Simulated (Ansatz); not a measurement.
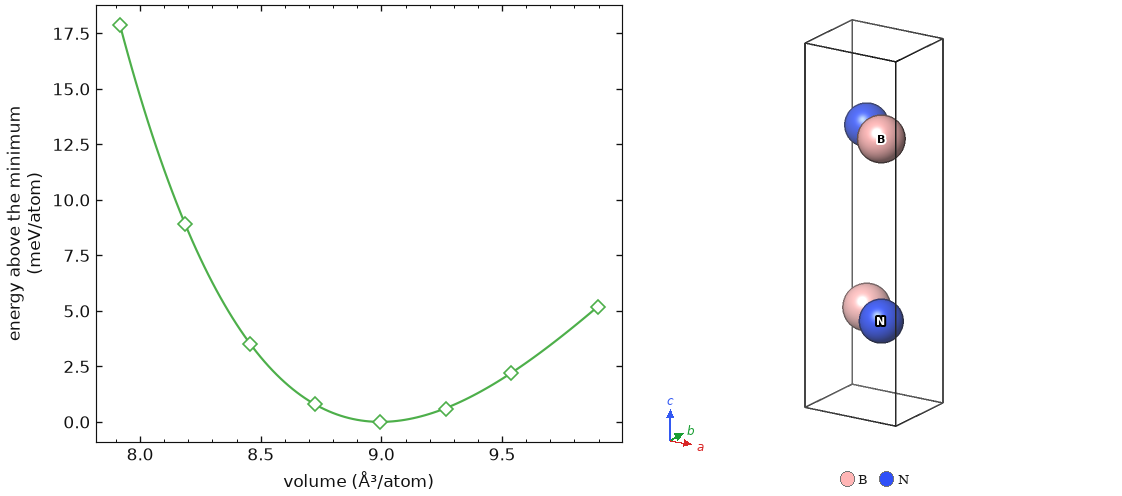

The picture above shows the energy above the minimum against volume for BN, space group P6_3/mmc (No. 194). The conventional cell is drawn beside the plot.

The given structure:
```yaml
crystal:
  lattice:
    - [2.50643, 0.00000, 0.00000]
    - [-1.25321, 2.17063, 0.00000]
    - [0.00000, 0.00000, 6.61412]
  atoms:
    - { symbol: B, position: [0.33333, 0.66667, 0.25000] }
    - { symbol: B, position: [0.66667, 0.33333, 0.75000] }
    - { symbol: N, position: [0.33333, 0.66667, 0.75000] }
    - { symbol: N, position: [0.66667, 0.33333, 0.25000] }
```

Method: third-order Birch-Murnaghan fit to density functional energies at scaled volumes of the given relaxed cell, shape and atoms relaxed at each volume; energies count from the fitted minimum; plane waves with PAW datasets, Γ-centred k mesh (Ansatz 0.2.0). Level: PBE with D3(BJ), no spin polarisation.

| setting | value |
| --- | --- |
| wave cutoff | 420 eV |
| k mesh | 12×12×4 |
| occupations | Gaussian |
| smearing width | 0.02 eV |

From this curve and the settings, what does the calculation give for the pressure and gap on the k mesh at the same points?

The pressure falls from 6.58 GPa at volume 7.917 Å³/atom to −1.50 GPa at 9.896 Å³/atom, and changes sign near 9.00 Å³/atom. The gap on the k mesh stays open and runs from 4.106 eV at volume 7.917 Å³/atom to 4.401 eV at 9.896 Å³/atom.

| volume (Å³/atom) | pressure (GPa) | gap on the k mesh (eV) |
| --- | --- | --- |
| 7.917 | 6.58 | 4.106 |
| 8.186 | 4.18 | 4.115 |
| 8.456 | 2.34 | 4.152 |
| 8.726 | 0.98 | 4.208 |
| 8.996 | 0.00 | 4.274 |
| 9.266 | −0.69 | 4.310 |
| 9.536 | −1.15 | 4.349 |
| 9.896 | −1.50 | 4.401 |

Keep in mind: pressure derivative unusual.
